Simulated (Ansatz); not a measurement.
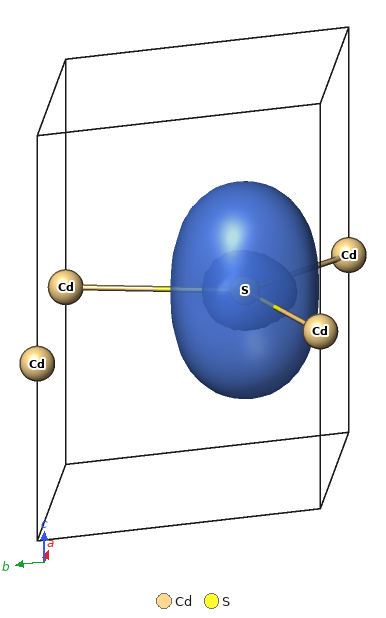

Figure 1: CdS. Isosurface of the ELF at 0.75 (blue), seen at an oblique angle. Only the valence region is drawn (cores and ρ < 0.01 e/Å³ removed). Sticks mark near contacts.

Space group P3m1; a structure from a database of computed crystals, not necessarily the ambient phase; changed on purpose from its base cell (functional PBEsol, strained and moved within the space group).

Method: DFT PBEsol, scalar-relativistic, plane waves, PAW in Ansatz.

Core electrons are frozen (PAW), and the valence fields are smoothed inside the atomic spheres.

**Describe the localisation domains.**

The surface consists of one region wrapped around S (its valence shell), counted in one cell of 2 atoms. Any copies at cell faces, edges or corners count once. Profiles from the grid: Cd–S (2.42 Å): the ELF peaks at about 0.85 in the valence shell of S, 0.8 Å from its nucleus, and is about 0.35 at the midpoint.

**Does the calculation make it a metal, or give it a gap?**

It is gapped, with a Kohn–Sham gap of 1.5 eV on the k-point mesh, an upper bound to the gap of this method.
